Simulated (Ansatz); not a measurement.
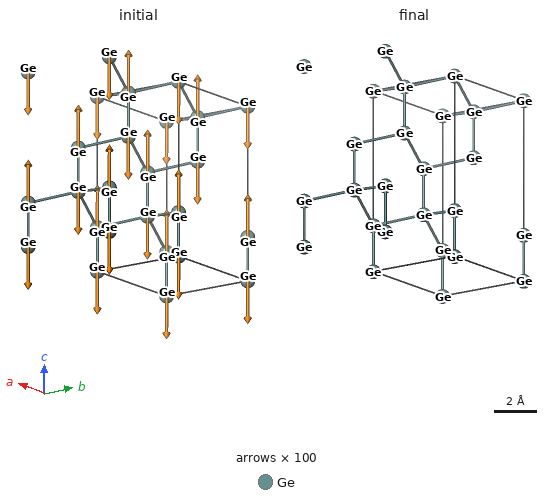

The structure of a crystal of Ge (set up in R-3m) before (left) and after (right) a relaxation, at one scale. The orange arrows give the displacements (the part carried along by the change of the cell is left out), magnified 100 times.

The picture is a ball-and-stick view of the conventional cell (3 times the calculation's cell), repeated 2 × 1 × 1 with one cell outlined, seen from a free direction. Lengths and directions refer to the drawn axes.

Case: film's bulk on the substrate's plane, third vector and atoms relaxed.

All numbers below come from DFT r2SCAN, scalar-relativistic, plane waves, PAW in Ansatz 0.2.0. Settings: plane-wave cutoff 500 eV; k-point mesh 9 × 9 × 11; occupations gaussian; smearing width 0.02 eV; no spin polarisation; cell relaxed at fixed a, b, gamma; force threshold 0.01 eV/Å; at most 50 steps.

Summarise the run.

Answer. The largest moves relative to the cell, 0.023 Å, are those of Ge atoms. The volume changes by +3.4 %, with a = b unchanged at 4.177 Å, c 9.368 → 9.688 Å (+3.4 %). Some distances before and after: Ge–Ge 2.342 → 2.469 Å, Ge–Ge 2.535 → 2.529 Å. The space group stays R-3m (No. 166). The energy falls by 31.5 meV per atom in 4 accepted moves (5 points after the start). Largest force component: 1 eV/Å at the start, 0.0048 eV/Å at the end. Pressure: −1.08 GPa at the start and −3.79 GPa at the end. The SCF was repeated once at an unchanged geometry on a basis and grid sized afresh for the cell, which shifted the energy by 0.3 meV per atom at most.
